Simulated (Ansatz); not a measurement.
Given this structure:

```cif
data_structure
_symmetry_space_group_name_H-M 'P 1'
_symmetry_Int_Tables_number 1
_cell_length_a 6.3957
_cell_length_b 3.7413
_cell_length_c 9.1332
_cell_angle_alpha 90.000
_cell_angle_beta 104.411
_cell_angle_gamma 90.000
_cell_volume 211.66
loop_
_atom_site_label
_atom_site_type_symbol
_atom_site_fract_x
_atom_site_fract_y
_atom_site_fract_z
_atom_site_occupancy
Na1 Na 0.00000 0.00000 0.00000 1
Na2 Na 0.22599 0.00000 0.66667 1
Na3 Na 0.27401 0.50000 0.33333 1
Na4 Na 0.50000 0.50000 0.00000 1
Na5 Na 0.72599 0.50000 0.66667 1
Na6 Na 0.77401 0.00000 0.33333 1
```

### Interpret the file: composition, symmetry and coordination.

The element is sodium. It is base-centred monoclinic, space group C2/m (No. 12). The cell holds six atoms. Na bonds to twelve Na at 3.63 to 3.74 Å. The bonds build a three-dimensional framework.

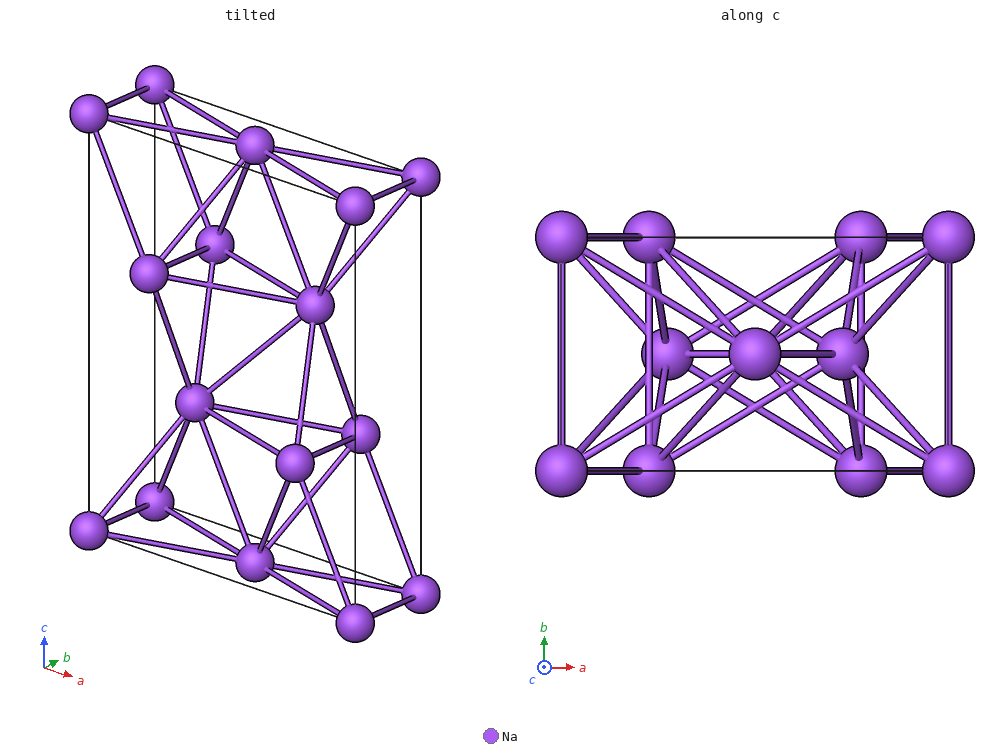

We look at a ball-and-stick model of the crystal slightly off an axis and along the c axis. Lines trace the edges of the conventional unit cell. Colours: sodium purple.

The structure comes from a structure listed in the Materials Project. The cell was then strained or its atoms displaced on purpose. The atoms were relaxed in a fixed cell with DFT PBEsol, scalar-relativistic, plane waves, PAW (Ansatz).
